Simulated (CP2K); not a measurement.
# Ir: 6 runs along one coordinate

System: Ir (Fm-3m, 1 atom in the cell).
Method: Kohn-Sham DFT of a periodic cell, PBEsol, GTH-PBE with UZH-TZVP basis, no spin polarisation (CP2K 2026.2).

The 6 runs differ only in the geometry, by an even scaling of the cell at fixed fractional positions. The structure derives from an entry of the Crystallography Open Database.

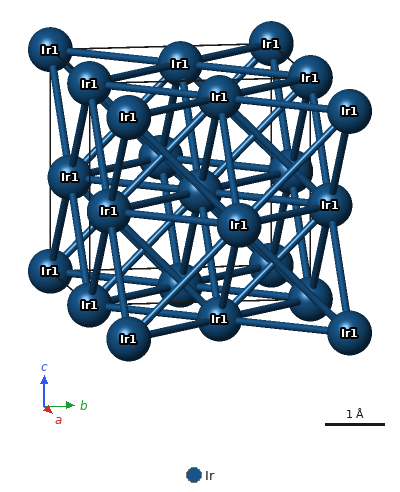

Figure 1. The structure of run 4 (ball-and-stick view of the cell 4 times as large as that of the calculation, set on its symmetry axes, repeated 2 × 1 × 1, seen slightly off an axis; atoms are numbered from 1 in the order of the input).

## Input of run 4
```
&GLOBAL
  PROJECT ir_eos
  RUN_TYPE ENERGY_FORCE
  PRINT_LEVEL LOW
&END GLOBAL
&FORCE_EVAL
  METHOD QS
  STRESS_TENSOR ANALYTICAL
  &DFT
    BASIS_SET_FILE_NAME BASIS_MOLOPT_UZH
    POTENTIAL_FILE_NAME POTENTIAL_UZH
    WFN_RESTART_FILE_NAME previous-RESTART.kp
    &MGRID
      CUTOFF 450
      REL_CUTOFF 60
      NGRIDS 5
    &END MGRID
    &QS
      METHOD GPW
      EPS_DEFAULT 1.0E-9
    &END QS
    &KPOINTS
      SCHEME MONKHORST-PACK 12 12 12
      GAMMA_CENTERED T
      SYMMETRY T
      SYMMETRY_BACKEND SPGLIB
    &END KPOINTS
    &SCF
      SCF_GUESS RESTART
      EPS_SCF 1.0E-6
      MAX_SCF 100
      ADDED_MOS 11
      CHOLESKY OFF
      EPS_EIGVAL 1.0E-7
      &DIAGONALIZATION ON
        ALGORITHM STANDARD
      &END DIAGONALIZATION
      &MIXING ON
        METHOD BROYDEN_MIXING
        ALPHA 0.4
        BETA 1.5
        NBUFFER 8
      &END MIXING
      &SMEAR ON
        METHOD FERMI_DIRAC
        ELECTRONIC_TEMPERATURE 116.05
      &END SMEAR
    &END SCF
    &XC
      &XC_FUNCTIONAL
        &GGA_X_PBE_SOL
        &END GGA_X_PBE_SOL
        &GGA_C_PBE_SOL
        &END GGA_C_PBE_SOL
      &END XC_FUNCTIONAL
    &END XC
    &PRINT
      &KPOINTS ON
      &END KPOINTS
      &MULLIKEN ON
      &END MULLIKEN
      &MO ON
        ENERGIES T
        OCCUPATION_NUMBERS T
        &EACH
          QS_SCF 0
        &END EACH
        ADD_LAST NUMERIC
      &END MO
    &END PRINT
  &END DFT
  &SUBSYS
    &CELL
      A 2.7270088673 0.0000000000 0.0000000000
      B 1.3635044336 2.3616589554 0.0000000000
      C 1.3635044336 0.7872196518 2.2265934163
      PERIODIC XYZ
    &END CELL
    &COORD
      SCALED
      Ir  0.0000000000 0.0000000000 0.0000000000
    &END COORD
    &KIND Ir
      BASIS_SET TZVP-MOLOPT-PBE-GTH-q17
      POTENTIAL GTH-PBE-q17
    &END KIND
    &PRINT
      &ATOMIC_COORDINATES ON
      &END ATOMIC_COORDINATES
      &CELL ON
      &END CELL
    &END PRINT
  &END SUBSYS
  &PRINT
    &FORCES ON
    &END FORCES
    &STRESS_TENSOR ON
    &END STRESS_TENSOR
  &END PRINT
&END FORCE_EVAL
```

Command:
```bash
OMP_NUM_THREADS=2 cp2k.psmp -i ir_eos.inp -o ir_eos.out
```

Run 5 differs from it as follows:
```diff
-      A 2.7270088673 0.0000000000 0.0000000000
-      B 1.3635044336 2.3616589554 0.0000000000
-      C 1.3635044336 0.7872196518 2.2265934163
+      A 2.7447172133 0.0000000000 0.0000000000
+      B 1.3723586066 2.3769948329 0.0000000000
+      C 1.3723586066 0.7923316110 2.2410522202
```

## Results, with one run withheld

| run | volume per atom (Å³) | free energy per atom, from the lowest run given (meV) | pressure (GPa) |
| --- | --- | --- | --- |
| 1 | 13.215 | 55.88 | 26.16 |
| 2 | 13.496 | 19.31 | 15.72 |
| 3 | 13.778 | 0.00 | 6.47 |
| 4 | 14.340 | 5.55 | −9.02 |
| 5 | 14.621 | ? | ? |
| 6 | 14.902 | 59.37 | −21.14 |

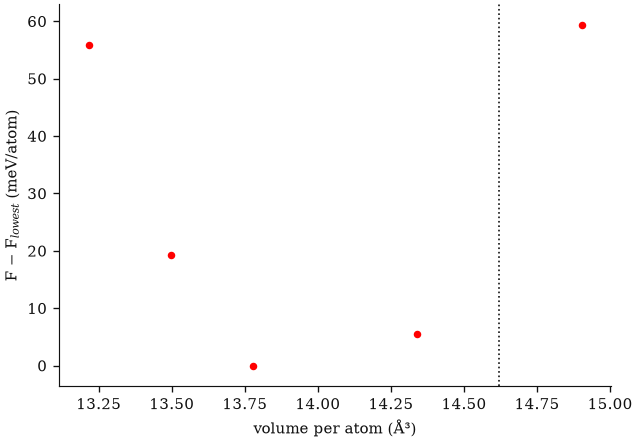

Figure 2. Free energy per atom of the runs given; the dotted line marks run 5.

What should run 5 give?

A cubic polynomial in V^(−2/3) (the Birch–Murnaghan form), fitted to the 5 runs given, misses them by at most 0.02 meV per atom. With x = V^(−2/3) − 0.17277 Å⁻², it reads F = −3.8968 + 1538.5 x + 1.3147e+06 x² + 3.6915e+06 x³ (meV per atom). At run 5 it gives 27.13 meV per atom, and the run itself gives 27.14. The slope of the fit gives a pressure −dF/dV of −15.46 GPa there, and the run prints −15.46 GPa. The fit has its minimum at 13.996 Å³ per atom, where V d²F/dV² gives 395 GPa: the bulk modulus at this level, since symmetry fixes the shape and the positions.

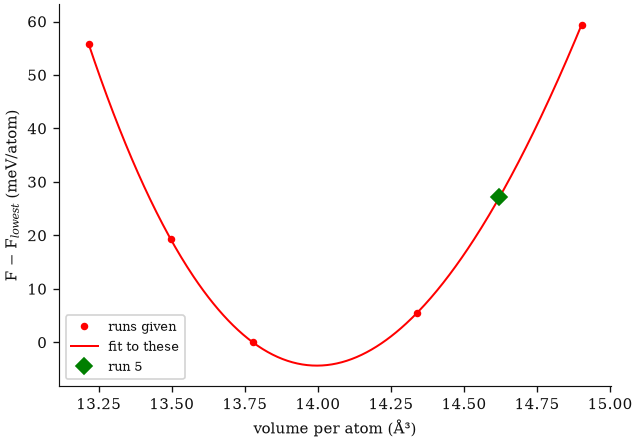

Figure 3. The fit and the withheld run.

## Some lines of the output (run 5)
```
[...]
 CELL| Volume [angstrom^3]:                                            14.621025
 CELL_REF| Volume [angstrom^3]:                                        14.621025
                        Smear method:                                FERMI_DIRAC
  Step     Update method      Time    Convergence         Total energy    Change
  Fermi energy:                                                 0.63762300052786
  Total energy:                                              -105.07683526202634
  Total energy (extrapolated to T->0):                       -105.07682791348969
 MO| E(Fermi):            0.637623 a.u.         17.350604 eV
 MO| Band gap:            0.051649 a.u.          1.405435 eV
 MO| Band gap:            0.067494 a.u.          1.836607 eV
```

Notes: Spin–orbit coupling is left out, which matters for Ir.
